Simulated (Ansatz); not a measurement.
# FeO: what the fields show

Input file:

```
crystal:
  lattice:
    - [2.6281662533, -1.6021035014, 0.0]
    - [2.6281662533, 1.6021035014, 0.0]
    - [-2.699659053, 0.0, 10.160117218]
  atoms:
    - { symbol: Fe, position: [0.5, 0.5, 0.25], spin: 4.0 }
    - { symbol: Fe, position: [0.0, 0.0, 0.0], spin: 4.0 }
    - { symbol: O, position: [0.75, 0.75, 0.125] }
    - { symbol: O, position: [0.25, 0.25, 0.375] }
    - { symbol: Fe, position: [0.5, 0.5, 0.75], spin: -4.0 }
    - { symbol: Fe, position: [0.0, 0.0, 0.5], spin: -4.0 }
    - { symbol: O, position: [0.75, 0.75, 0.625] }
    - { symbol: O, position: [0.25, 0.25, 0.875] }
basis:
  ecutwfc: 420
kpoints:
  mp_grid: { grid: [16, 16, 4] }
hamiltonian:
  xc: pbe
scf:
  occupations: { method: gaussian, width: 0.1 }
  lower_state_search: "off"
output:
  forces: true
  stress: true
  eigenvalues: true
  populations: true
  write_density: true
  write_potential: true
  elf: true
  volumetric_format: npy
magnetization:
  spin_polarized: true
```

Command:

```sh
ansatz run input.yaml --threads 1 --pin off --max-ram 2560MiB --backend cpu --events-out ev --progress --plain --runs-dir out
```

Below, planes, directions and counts refer to the cell of the magnetic structure (a = 5.26 Å, b = 3.20 Å, c = 10.48 Å, α = 90.00°, β = 104.12°, γ = 90.00°).

Space group I4/mmm; a structure from a database of computed crystals, not necessarily the ambient phase; not relaxed (largest force 0.7 eV/Å); computed pressure about −10 GPa in this cell; spin-polarised.

These are results of DFT PBE, scalar-relativistic, plane waves, PAW (Ansatz), not measurements.

In a PAW calculation such maps are meaningful between the atoms, not at the nuclei.

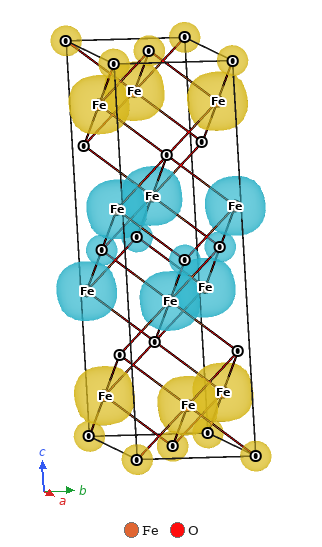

Figure 1. Isosurfaces of the spin density at +0.3 (yellow) and −0.3 e/Å³ (cyan), seen slightly off an axis. Sticks mark near contacts.

> Describe the spin distribution.

The spin density sits on Fe: +3.3 μB (×4) and −3.3 μB (×4) in one cell of 16 atoms, with smaller moments on O (±0.29 μB): antiferromagnetic in this solution, which needn't be the ground state, with some nearest magnetic neighbours parallel and some opposed. The cell of the calculation (8 atoms) carries 0.0 μB of net spin moment.

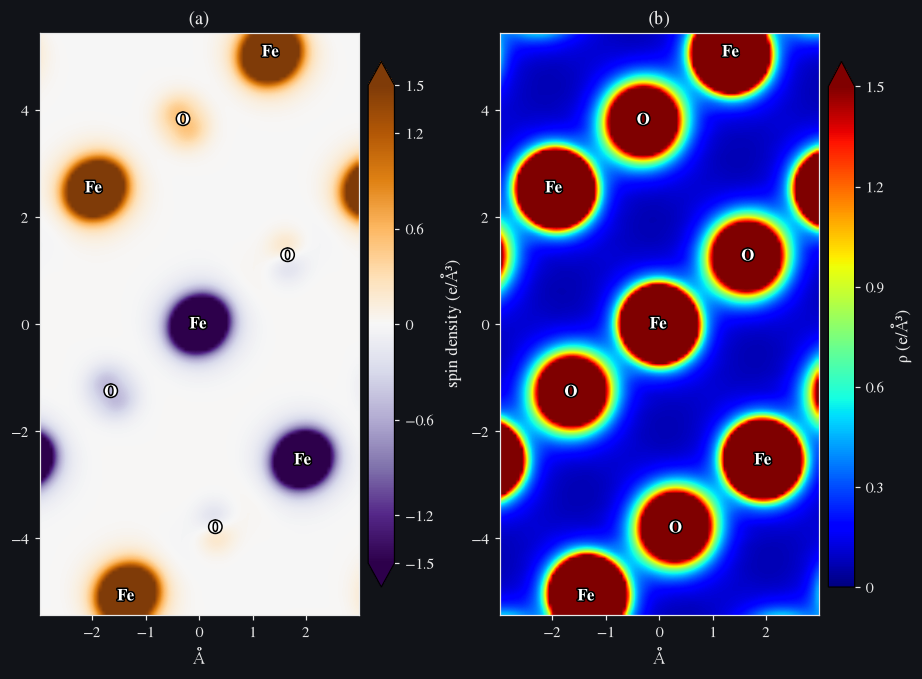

Figure 2. (a) spin density (up minus down); (b) valence electron density on the (010) plane of the cell of the magnetic structure.

> What does the map show?

- The section cuts through Fe and O sites.
- Fe–O (2.08 Å): the density is about 0.48 e/Å³ at the midpoint.
- Between the atoms the lowest density in this plane is 0.07 e/Å³.

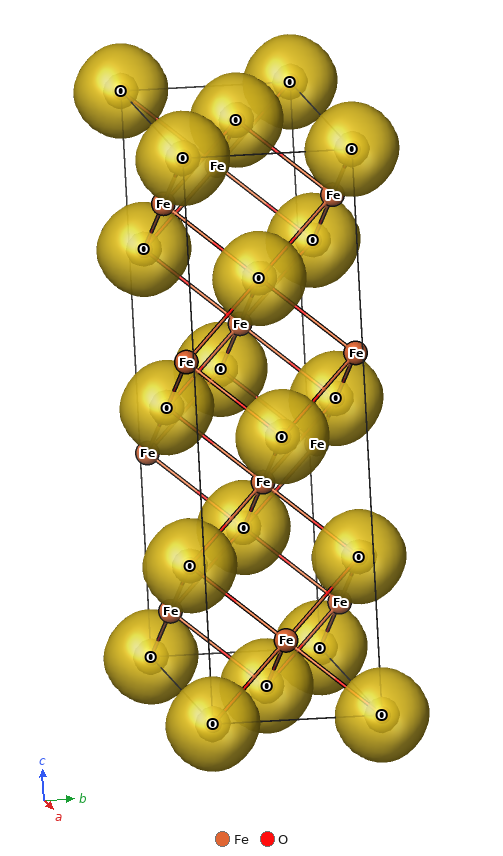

Figure 3. Isosurface of the electron localisation function at 0.65 (yellow), seen slightly off an axis. Only the valence region is drawn (cores and ρ < 0.01 e/Å³ removed). Sticks mark near contacts.

> Where are the electrons localised?

At this value the surface marks out eight regions wrapped around O (the valence shell of each), counted in one cell of 16 atoms. Any copies at cell faces, edges or corners count once. Profiles from the grid: Fe–O (2.08 Å): the ELF peaks at about 0.80 in the valence shell of O, 0.6 Å from its nucleus, and is about 0.15 at the midpoint (no localised pair shows between them). Fe–O (2.27 Å): the ELF peaks at about 0.80 in the valence shell of O, 0.6 Å from its nucleus, and is about 0.15 at the midpoint (no shared electron pair shows on this line).

> Does the calculation make it a metal, or give it a gap?

It is gapless in this calculation (a metal or semimetal); semilocal functionals without U, or without the true magnetic order, often close the gap of such compounds.
